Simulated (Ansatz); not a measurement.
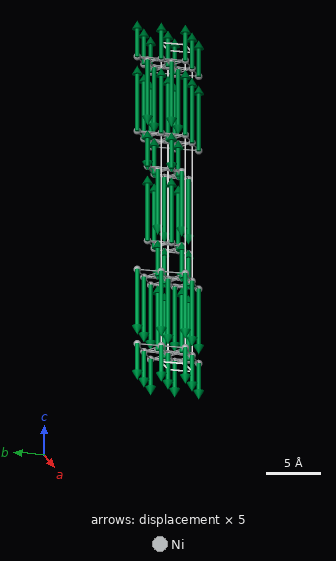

This is a relaxation of solid Ni (built on the C_166 type) (coarse preliminary run). The starting structure is drawn; green arrows show the displacements (the part carried along by the change of the cell is left out), 5 times their true length.

Style: ball-and-stick. Shown: the conventional cell (3 times the calculation's cell), repeated 2 × 2 × 1 with one cell outlined, from a free direction. Lengths and directions refer to the drawn axes.

Case: C type (R-3m, No. 166).

The calculation used DFT PBE, scalar-relativistic, plane waves, PAW in Ansatz 0.2.0. Settings: plane-wave cutoff 420 eV; k-point mesh 9 × 9 × 9; occupations gaussian; smearing width 0.1 eV; collinear spin; cell and atoms relaxed; force threshold 0.04 eV/Å; at most 70 steps.

Question: What did the optimiser do to the structure, and how much energy did it gain?

Answer: The energy falls by 23121 meV per atom in 18 accepted moves (21 points after the start). The largest force component goes from 1.1 to 0.0073 eV/Å. The pressure goes from 527.36 to 0.12 GPa. The line search rejected the trial step at point 15 of the run. The SCF was repeated twice at an unchanged geometry on a basis and grid sized afresh for the cell, which shifted the energy by 56.0 meV per atom at most. The largest moves relative to the cell, 1.29 Å, are those of Ni atoms. Cell: a = b 2.324 → 2.435 Å (+4.8 %), c 31.597 → 38.014 Å (+20.3 %). Volume +32.1 %. Near-neighbour distances that change, for instance: Ni–Ni 1.342 → 2.460 Å, Ni–Ni 3.160 → 2.371 Å, Ni–Ni 2.324 → 2.435 Å. New bonds form: Ni–Ni (3.16 → 2.37 Å). The space group stays R-3m (No. 166).
